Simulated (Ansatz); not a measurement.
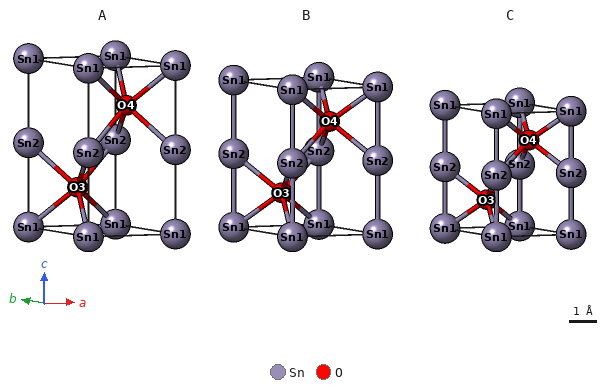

3 geometries from one relaxation of solid SnO (built on the NiAs type), in shuffled order. The picture is a ball-and-stick view of the cell of the calculation, seen from a free direction.

Level of theory: DFT, PBEsol, plane waves, PAW (Ansatz). (plane-wave cutoff 420 eV; k-point mesh 9 × 9 × 4; occupations fermi dirac; smearing width 0.03 eV; no spin polarisation; cell and atoms relaxed; force threshold 0.01 eV/Å; at most 120 steps)

**Order the frames from highest to lowest energy.**

C, B, A. They are steps 0, 4, 19, at +3913 meV per atom, +459 meV per atom relative to the last. The atoms keep their places relative to the cell (all moves are under 0.005 Å). The volume changes by +85.7 %, with a = b 2.892 → 3.369 Å (+16.5 %), c 4.714 → 6.448 Å (+36.8 %). Near-neighbour distances that change, for instance: Sn1–Sn2 2.357 → 3.224 Å, Sn1–O3 2.044 → 2.526 Å. Bonds break: Sn1–Sn2 (2.36 → 3.22 Å). Bond angles that change, for instance: Sn1–O3–Sn2 70.4° → 79.3°, O3–Sn1–O4 89.9° → 96.4°, Sn1–O3–Sn1 90.1° → 83.6°. The space group stays P6_3/mmc (No. 194). The energy falls by 3913 meV per atom in 15 accepted moves (19 points after the start). All forces vanish by symmetry, so only the cell relaxes. The pressure goes from 280.71 to 0.00 GPa. At 4 points the geometry stayed and the basis and grid were re-selected for the new cell (energy shift of 281 meV per atom at most each time). Cost: 16 s on 2 threads of AMD EPYC 7R13 Processor (Zen 3) (shared host), peak memory 0.58 GiB.
